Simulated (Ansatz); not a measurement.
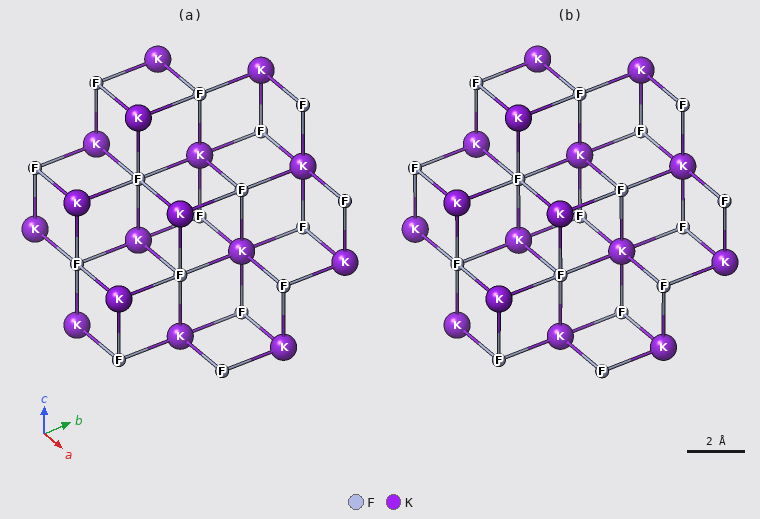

Left: perfect KF. Right: the same region with a pair of point defects, after relaxing the atoms in a supercell of 64 sites. A ball-and-stick model of the atoms within 6.0 Å of one point, in a slice 5.0 Å thick across the line of sight, seen from a free direction.

These are results of DFT, PBEsol, PAW, plane waves (Ansatz), not measurements. Settings: plane-wave cutoff 420 eV; k-point mesh 1 × 1 × 1; mesh shifted by (0.25, 0.25, 0.25); no spin polarisation. Fermi-Dirac smearing of 0.01 eV. The axes drawn are those of the host's conventional cell.

Q: Which defect is it?

A: A fluorine atom is replaced by potassium and a potassium atom is replaced by fluorine, the two sites 4.6 Å apart.

The charge state of the cell is 0.

Q: What does the relaxation do around it?

A: In the host the F atom has 6 K at 2.65 Å; the K atom ends with 6 F at 2.65 Å. In the host the K atom has 6 F at 2.65 Å; the F atom ends with 6 K at 2.65 to 2.66 Å. Of the host's atoms, a potassium atom moves furthest from its site, by 3.74 Å. The K atom itself moves 2.65 Å from where it was put. The F atom itself moves 4.59 Å from where it was put.
